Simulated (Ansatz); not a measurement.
```cif
data_structure
_symmetry_space_group_name_H-M 'P 1'
_symmetry_Int_Tables_number 1
_cell_length_a 2.7235
_cell_length_b 2.7235
_cell_length_c 3.7200
_cell_angle_alpha 90.000
_cell_angle_beta 90.000
_cell_angle_gamma 90.000
_cell_volume 27.59
loop_
_atom_site_label
_atom_site_type_symbol
_atom_site_fract_x
_atom_site_fract_y
_atom_site_fract_z
_atom_site_occupancy
Fe1 Fe 0.00000 0.00000 0.00000 1
Pt1 Pt 0.50000 0.50000 0.50000 1
```

Space group P4/mmm; computed pressure about 3 GPa in this cell.

Method: DFT PBE, spin-orbit coupling, plane waves, PAW in Ansatz 0.2.0.

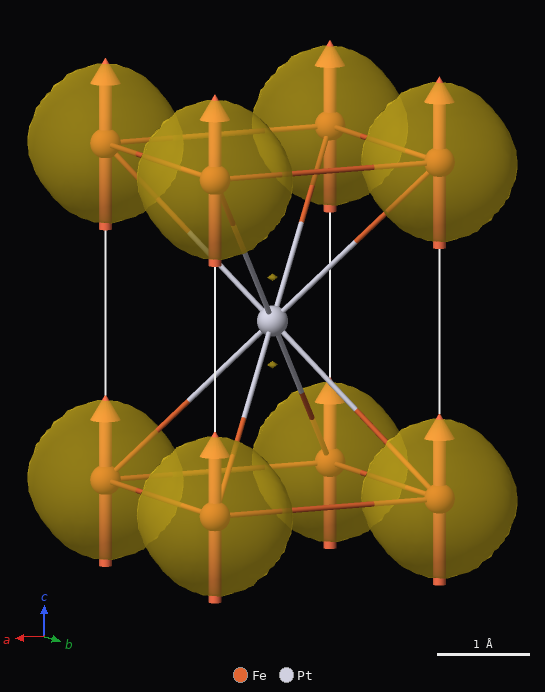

FePt. Isosurface of the size of the magnetisation density at 0.2 e/Å³ (yellow), with the spin moments of the magnetic sites as arrows; seen at an oblique angle.

Core electrons are frozen (PAW), and the valence fields are smoothed inside the atomic spheres.

**How are the spin moments arranged, and how large are they?**

Spin moments: Fe 2.8 μB. There is one magnetic site in the cell, along [0 0 1] of the cell.
